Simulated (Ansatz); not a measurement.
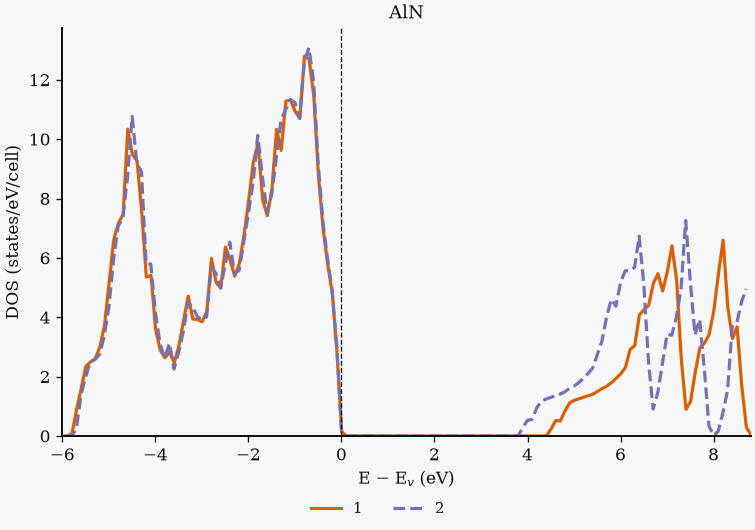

Total densities of states of AlN, space group P6_3mc, 12 atoms in the cell, by two methods on the same cell. Each is counted from its own valence-band top.

> Which curve is which? The methods: PBE, r2SCAN.

1 is r2SCAN; 2 is PBE. r2SCAN gives a gap of 4.41 eV and PBE gives a gap of 3.80 eV.

Settings. r2SCAN: DFT r2SCAN, scalar-relativistic, plane waves, PAW, no spin polarisation, 12×12×2 k mesh, 500 eV cutoff (Ansatz 0.2.0). PBE: DFT PBE, scalar-relativistic, plane waves, PAW, no spin polarisation, 12×12×2 k mesh, 420 eV cutoff, Gaussian smearing of 0.02 eV (Ansatz).

The structure is an invented one, so it need not be a known or stable phase.
